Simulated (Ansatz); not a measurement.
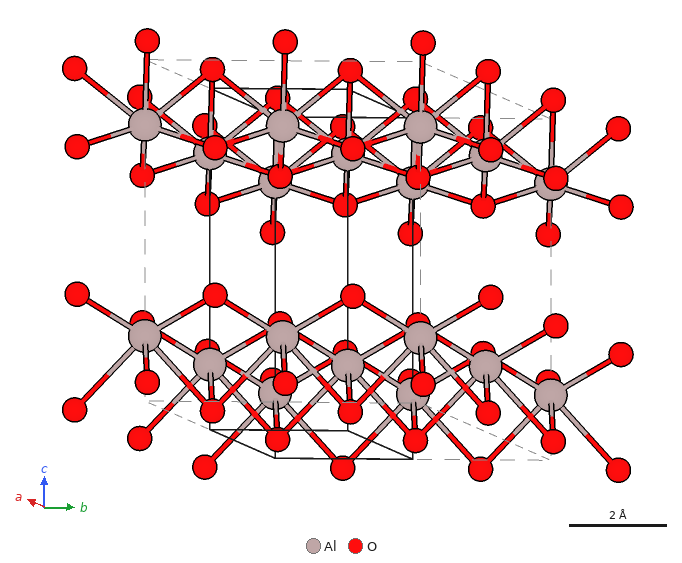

An orthographic ball-and-stick view of the structure, from a general direction. Solid lines give the conventional unit cell, repeated here 2×2×1 times. Some atoms of the next cells are drawn as well. Cell: a = 2.867 Å, b = 2.867 Å, c = 7.301 Å, α = 90.00°, β = 90.00°, γ = 120.00°.

- The structure is one of Al2O3.
- The symmetry is that of P-6m2 (No. 187), on a primitive hexagonal lattice.
- It has 5 atoms to the cell (2 Al, 3 O).
- The Al atoms are each bonded to six O in a distorted octahedral arrangement at about 1.8 to 2.2 Å. O takes two kinds of site: 2h with three Al in a trigonal pyramidal arrangement at about 1.8 Å; 1e with six Al in a trigonal prismatic arrangement at about 2.2 Å.
- The bonds build Al2O3 layers parallel to (001).

The structure was taken from a structure listed in the Materials Project. Atoms and cell were optimised with DFT PBE+D3(BJ), scalar-relativistic, plane waves, PAW (Ansatz 0.2.0).
